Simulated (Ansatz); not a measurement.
A series of calculations on Si

**1. Relaxation**

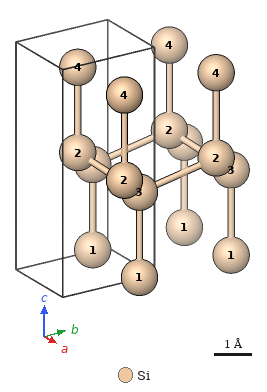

Starting structure of a crystal of Si (set up in P6_3/mmc). The picture is a ball-and-stick view of the cell of the calculation, repeated 2 × 2 × 1 with one cell outlined, seen slightly off an axis.

These are results of DFT PBE, scalar-relativistic, plane waves, PAW in Ansatz 0.2.0, not measurements.

Input
```yaml
crystal:
  lattice:
    - [3.8313174605, 0.0, 0.0]
    - [-1.9156587303, 3.3180182508, 0.0]
    - [0.0, 0.0, 6.3326220002]
  atoms:
    - { symbol: Si, position: [0.33333333, 0.66666667, 0.0630095] }
    - { symbol: Si, position: [0.66666667, 0.33333333, 0.5630095] }
    - { symbol: Si, position: [0.33333333, 0.66666667, 0.4369905] }
    - { symbol: Si, position: [0.66666667, 0.33333333, 0.9369905] }
basis:
  ecutwfc: 420
kpoints:
  mp_grid: { grid: [12, 12, 6] }
hamiltonian:
  xc: pbe
scf:
  occupations: { method: gaussian, width: 0.02 }
output:
  forces: true
  stress: true
  eigenvalues: true
relax:
  adjacent_minimum: "off"
  f_tol: 0.005
  max_steps: 80
  cell: { stress_tol: 0.05 }
```

Command:
```bash
ansatz run input.yaml --threads 4 --pin off --max-ram 8192MiB --backend cpu --events-out ev --progress --plain --runs-dir out
```

**What does the optimiser find from here?**

The energy falls by 1.4 meV per atom in 2 accepted moves (3 points after the start). Largest force component: 0.0049 eV/Å at the start, 0.00086 eV/Å at the end. Pressure: 1.43 GPa at the start and 0.01 GPa at the end. The SCF was repeated once at an unchanged geometry on a basis and grid sized afresh for the cell, which shifted the energy by less than 0.05 meV per atom at most. No atom moves by more than 0.005 Å relative to the cell. The drawn cell changes as follows: a = b 3.831 → 3.851 Å (+0.5 %), c 6.333 → 6.365 Å (+0.5 %); the volume changes by +1.6 %. Some distances before and after: Si1–Si3 2.368 → 2.381 Å, Si1–Si4 2.352 → 2.363 Å. The space group stays P6_3/mmc (No. 194).

**2. Relaxation**

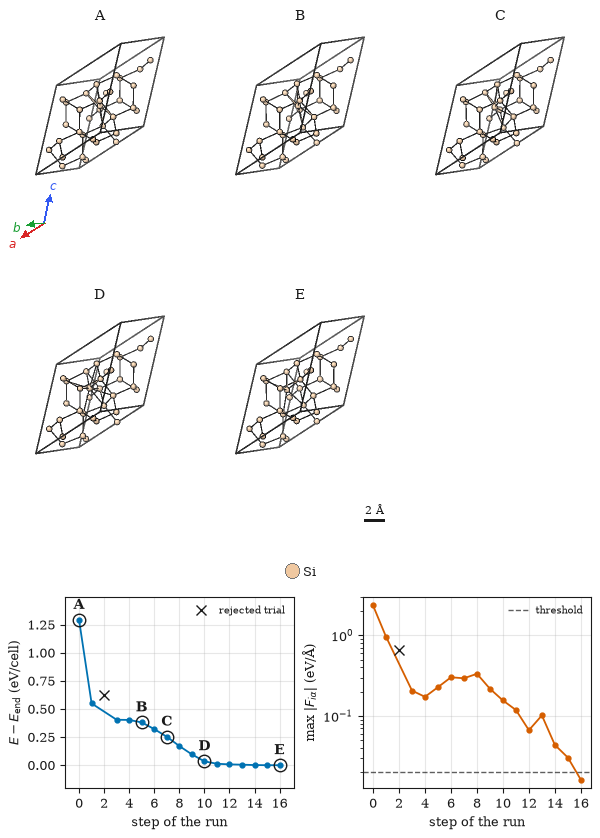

Frames of a relaxation of a defect cell of composition Si, marked on the history of the run. The picture is a ball-and-stick view of the cell of the calculation (origin shifted), seen from a free direction.

Case: Si interstitial, charge +0, atoms relaxed.

Method: DFT PBE, scalar-relativistic, plane waves, PAW (Ansatz). Set-up: plane-wave cutoff 420 eV; k-point mesh 2 × 2 × 2; occupations gaussian; smearing width 0.02 eV; mesh shifted by (0.5, 0.5, 0.5); no spin polarisation; atoms relaxed in a fixed cell; force threshold 0.02 eV/Å; at most 60 steps.

> Describe the path.

The largest move is that of a Si atom, 1.52 Å along [1 1 0]. The cell doesn't change. Some distances before and after: Si–Si 4.267 → 2.986 Å, Si–Si 4.195 → 2.980 Å, Si–Si 4.192 → 3.012 Å, Si–Si 3.594 → 2.587 Å. Bonds break: Si–Si (2.21 → 2.98 Å), Si–Si (2.22 → 2.95 Å). Bond angles that change, for instance: Si–Si–Si 100.7° → 62.5°, Si–Si–Si 100.0° → 62.6°, Si–Si–Si 150.1° → 172.9°. Over 15 accepted moves (16 points after the start) the energy falls by 1.292 eV per cell of the calculation. The largest force component goes from 2.4 to 0.016 eV/Å. The line search rejected the trial step at point 2 of the run. Cost: 2.8 min on 4 threads of Arm Neoverse V2, on a shared host, peak memory 1.5 GiB. From step 0 to 5: a Si atom moves most (0.23 Å), energy −0.912 eV per cell of the calculation. From step 5 to 7: a Si atom moves most (0.39 Å), energy −0.127 eV per cell of the calculation. From step 7 to 10: a Si atom moves most (0.59 Å), energy −0.219 eV per cell of the calculation. From step 10 to 16: a Si atom moves most (0.33 Å), energy −34.7 meV per cell of the calculation.

```
step  E − E(0), meV/atom  largest force component, eV/Å      note
   0                0.00                         2.3548          
   1              -22.50                         0.9629          
   2              -20.28                         0.6590  rejected
   3              -26.90                         0.2066          
   4              -26.95                         0.1730          
   5              -27.62                         0.2282          
   6              -29.41                         0.3025          
   7              -31.48                         0.2939          
   8              -33.98                         0.3342          
   9              -36.23                         0.2178          
  10              -38.11                         0.1560          
  11              -38.76                         0.1188          
  12              -38.93                         0.0667          
  13              -39.01                         0.1017          
  14              -39.11                         0.0437          
  15              -39.15                         0.0305          
  16              -39.16                         0.0162
```

**3. Path**

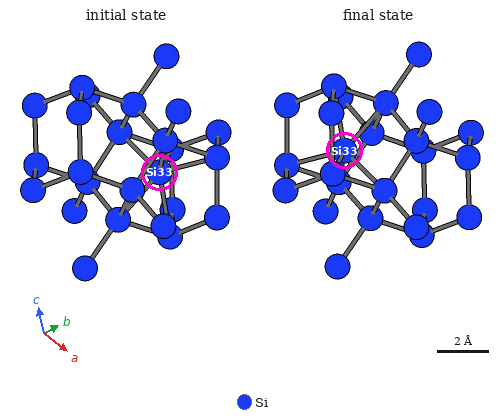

The two relaxed end points of a path for a defect cell of composition Si (33 atoms in the cell). Style: ball-and-stick. Shown: the atoms within 4.6 Å of the middle of the path, slightly off an axis. The moving atom is ringed, with any periodic copies. Bonds to atoms that aren't drawn are left out.

Level of theory: DFT PBE, scalar-relativistic, plane waves, PAW (Ansatz).

Run with plane-wave cutoff 420 eV; k-point mesh 2 × 2 × 2; Gaussian smearing 0.02 eV; 3 movable images; climbing image.

What barrier does the band find between them, and by what path?

The barrier is about 0.40 eV in both directions, with image 2 at the top; the ends have the same energy. A Si atom travels furthest, 3.14 Å from end to end, along [−1 −1 0], on a straight line. At the highest image its nearest neighbour (Si) is 2.38 Å away, against 2.57 Å at the start, and the surrounding atoms stand up to 0.11 Å off the mean of their end positions. Breaking: 2 Si–Si (2.59–2.60 → 4.87–4.88 Å). Forming: 2 Si–Si (4.87–4.88 → 2.59–2.60 Å). The band converged in 4 iterations. The largest component of the band force went from 1.2 to 0.039 eV/Å. The climbing image converged on the top of the path. Its curvatures weren't checked.

Energies of the converged images:

```tsv
image	path (Å)	E (eV)
0	0.00	0.000
1	0.83	0.167
2	1.66	0.395
3	2.49	0.167
4	3.31	0.000
```

The geometry at the top of the path:

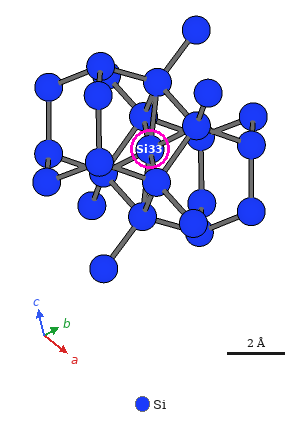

The run took 2.2 min on 4 threads of Arm Neoverse V2 (shared host), peak memory 2.3 GiB.
